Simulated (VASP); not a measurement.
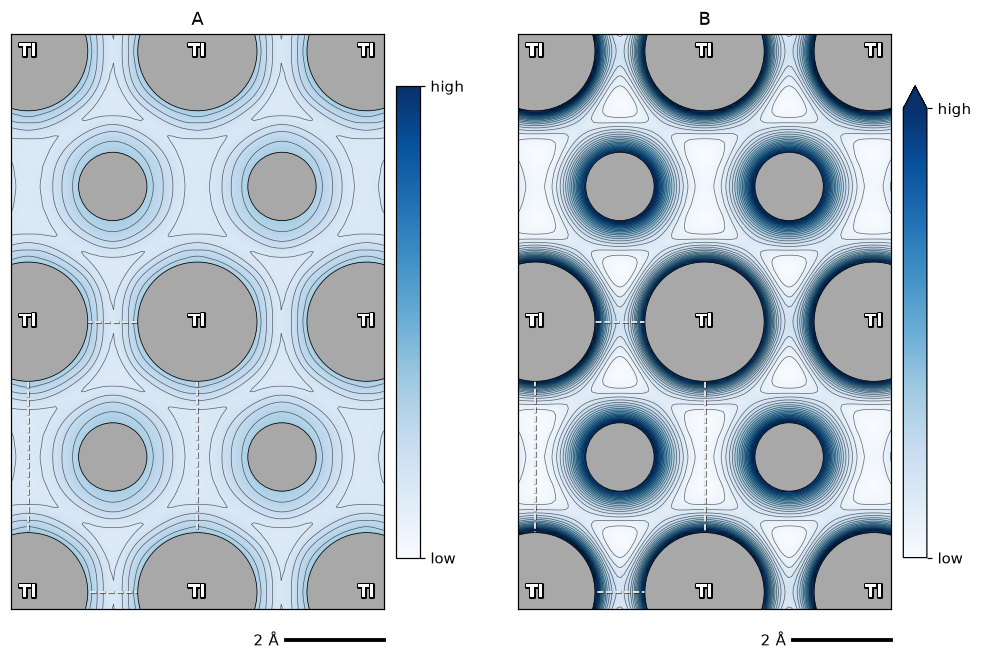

Tl: 2 fields on the (010) plane of the conventional cell, with unlabelled colour scales. Grey discs cover the atomic cores.

Space group P6₃/mmc.

The calculation used Kohn-Sham DFT of a periodic cell, LDA, VASP PAW LDA potentials, recommended, release 54 in VASP.

> Which field does each panel show? The fields are: electron localisation function and valence pseudo-density.

Panel A: electron localisation function. Panel B: valence pseudo-density. From the grid: Tl–Tl (3.46 Å): the density is about 0.11 e/Å³ at the midpoint; the ELF is about 0.15 at the midpoint (no localised pair shows between them).
